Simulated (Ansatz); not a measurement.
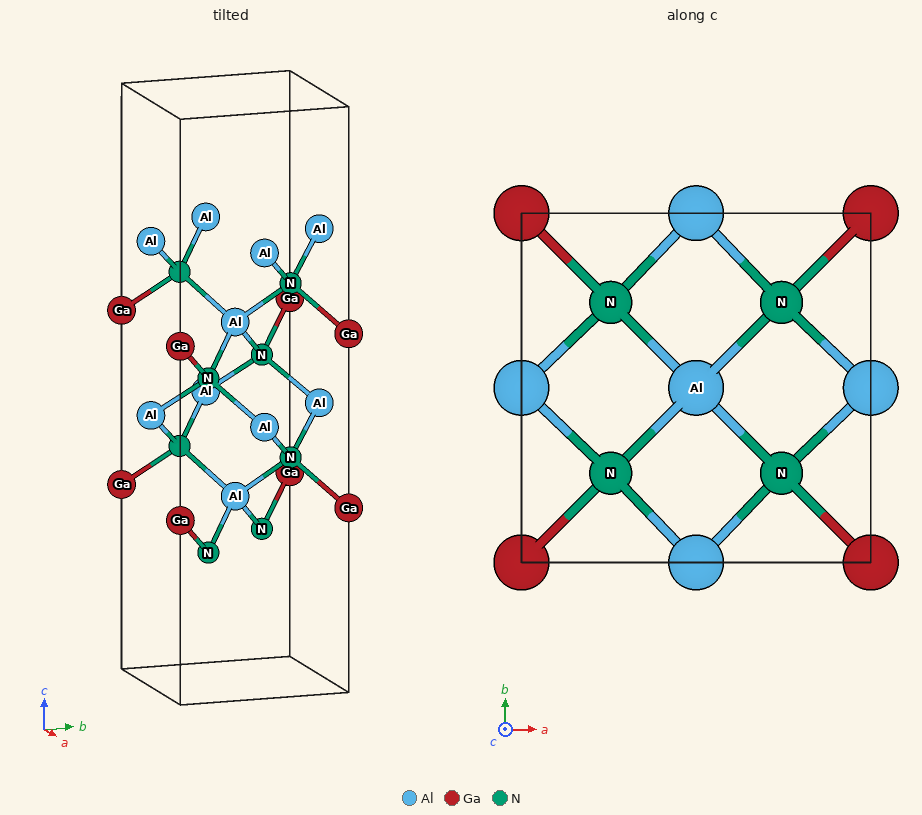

Drawn in the ball-and-stick manner and seen slightly off an axis and along the c axis. The parallelepiped is the simulation cell. Cell: a = 4.401 Å, b = 4.401 Å, c = 14.802 Å, α = 90.00°, β = 90.00°, γ = 90.00°.

Describe the arrangement of the atoms.

- Its composition is Al$_{3}$GaN$_{4}$.
- In the cell are 6 Al, 2 Ga, 8 N, which makes 2 formula units.
- Ga is linked to four N in a tetrahedral arrangement at about 1.9 Å.
- Within bonding distance, the neighbour counts come to Al 2 to 4 (mean 3.3) and N 2 to 4 (mean 3.5).
- The bonds build Al3GaN4 layers parallel to (001).

Origin of the cell: a structure listed in the Materials Project. The cell was then strained or its atoms displaced on purpose. It was run through Ansatz as a DFT input.

At this level of theory the run's own cell isn't at rest (forces up to 2.2 eV/Å), so its distances can differ from those at equilibrium, the more so the softer the solid.
